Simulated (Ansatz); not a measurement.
## Electronic structure of Ta₆N₅ (slab) in real space

Input file:

```
crystal:
  lattice:
    - [3.1234812583, 0.0, 0.0]
    - [-1.5617406291, 2.7050141179, 0.0]
    - [0.0, 0.0, 27.7515588398]
  atoms:
    - { symbol: Ta, position: [0.3333333333, 0.6666666667, 0.2702550889] }
    - { symbol: "N", position: [0.6666666667, 0.3333333333, 0.3162040711] }
    - { symbol: Ta, position: [0.0, 0.0, 0.3621530533] }
    - { symbol: "N", position: [0.3333333333, 0.6666666667, 0.4081020355] }
    - { symbol: Ta, position: [0.6666666667, 0.3333333333, 0.4540510178] }
    - { symbol: "N", position: [0.0, 0.0, 0.5] }
    - { symbol: Ta, position: [0.3333333333, 0.6666666667, 0.5459489822] }
    - { symbol: "N", position: [0.6666666667, 0.3333333333, 0.5918979645] }
    - { symbol: Ta, position: [0.0, 0.0, 0.6378469467] }
    - { symbol: "N", position: [0.3333333333, 0.6666666667, 0.6837959289] }
    - { symbol: Ta, position: [0.6666666667, 0.3333333333, 0.7297449111] }
basis:
  ecutwfc: 420
kpoints:
  mp_grid: { grid: [12, 12, 1] }
hamiltonian:
  xc: pbe
scf:
  occupations: { method: gaussian, width: 0.1 }
output:
  forces: true
  eigenvalues: true
  write_density: true
  write_potential: true
  elf: true
  volumetric_format: npy
relax:
  adjacent_minimum: "off"
  f_tol: 0.02
  max_steps: 60
efield:
  axis: 3
  dipole_correction: true
  ramp_width: 0.04
```

Command:

```sh
ansatz run input.yaml --threads 1 --pin off --max-ram 2560MiB --backend cpu --events-out ev --progress --plain --runs-dir out
```

The fields are those of the run's last geometry, not of the input's.

Computed without spin polarisation.

Level of theory: DFT PBE, scalar-relativistic, plane waves, PAW (Ansatz 0.2.0).

Core electrons are frozen (PAW), and the valence fields are smoothed inside the atomic spheres.

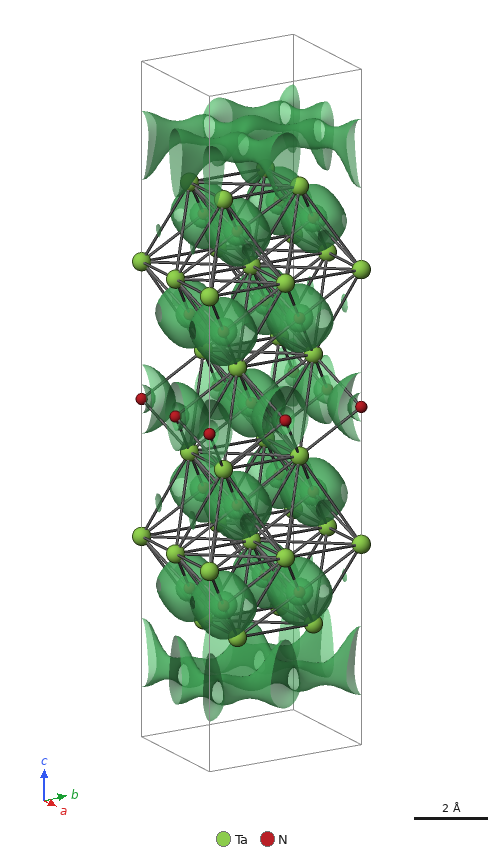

Figure 1. Isosurface of the electron localisation function at 0.6 (green), seen slightly off an axis. Only the valence region is drawn (cores and ρ < 0.01 e/Å³ removed). Sticks mark near contacts.

> What do the ELF domains correspond to?

The surface consists of five regions wrapped around N (the valence shell of each) and sheets that run through the cell in two directions, counted in one cell of 11 atoms. Counts are for one cell; the picture repeats the cell along the surface. Along the contacts the grid gives the following. Ta–N (2.16 Å): the ELF peaks at about 0.80 in the valence shell of N, 0.6 Å from its nucleus, and drops to about 0.20 between the two atoms; no shared electron pair shows on this line. Ta–Ta (3.03 Å): the ELF is about 0.25 at the midpoint (no shared electron pair shows on this line).

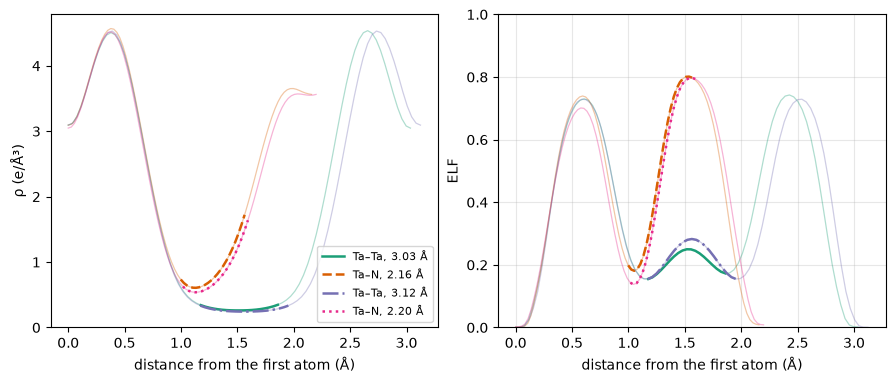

Figure 2. Valence electron density and electron localisation function along straight lines between neighbouring atoms. Thin, pale parts lie inside the atomic spheres.

> Compare the contacts.

Ta–Ta (3.03 Å): ρ is about 0.26 e/Å³ halfway; the ELF is about 0.25 at the midpoint (no localised pair shows between them).
Ta–N (2.16 Å): the density is about 0.62 e/Å³ at the midpoint; the ELF peaks at about 0.80 in the valence shell of N, 0.6 Å from its nucleus, and drops to about 0.20 between the two atoms: no localised pair shows between them.
Ta–Ta (3.12 Å): the density is about 0.24 e/Å³ at the midpoint; the ELF is about 0.30 at the midpoint: no shared electron pair shows on this line.
Ta–N (2.20 Å): the density is about 0.54 e/Å³ at the midpoint; the ELF peaks at about 0.80 in the valence shell of N, 0.6 Å from its nucleus, and is about 0.15 at the midpoint; no shared electron pair shows on this line.

> Metal or insulator at this level of theory?

It is metallic or semimetallic at this level of theory: no gap opens.
